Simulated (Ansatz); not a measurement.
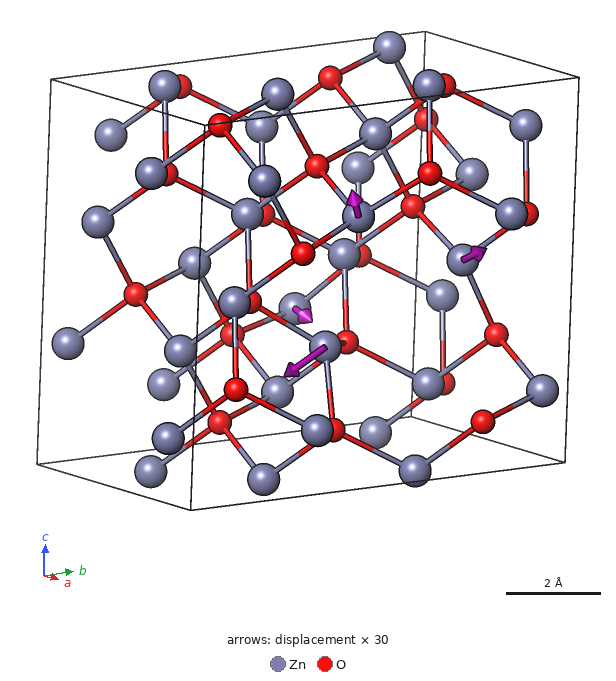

This is a relaxation of a defect cell of composition Zn₂₄O₂₃ (cell charge +1). The starting structure is drawn; purple arrows show the displacements, 30 times their true length.

Style: ball-and-stick. Shown: the cell of the calculation, slightly off an axis.

Case: O vacancy (site b), charge +1, atoms relaxed at the host's cell, started again with a moment of 3 muB.

Method: DFT PBE, scalar-relativistic, plane waves, PAW in Ansatz. (plane-wave cutoff 420 eV; k-point mesh 2 × 2 × 2; occupations gaussian; smearing width 0.01 eV; collinear spin; atoms relaxed in a fixed cell; force threshold 0.025 eV/Å; at most 45 steps)

Atoms of which element are displaced furthest, and by how much?

Answer. Zinc: up to 0.042 Å, against 0.006 Å for oxygen.

Describe the change and its energy.

Answer. The atom that moves furthest is a Zn atom (0.042 Å along [−1 −1 −1]). Largest moves by element: Zn 0.042 Å, O 0.006 Å. The cell doesn't change. Near-neighbour distances that change, for instance: O–Zn 1.950 → 1.944 Å. The energy falls by 3.3 meV per cell of the calculation in 2 geometry steps. Largest force component: 0.064 eV/Å at the start, 0.0065 eV/Å at the end. The program noted that the starting moments weren't kept. The run took 91 s on 4 threads of Oxide Virtual Turin-like Processor (Zen 5), with other jobs on the host, peak memory 3.3 GiB.

Limits of the set-up: the k-point mesh is coarse for a cell with partly filled bands; the periodic images lie only 8.4 Å apart, so the values are limited by the cell's size; the cell is charged, on a uniform background, and energies carry no finite-size correction.
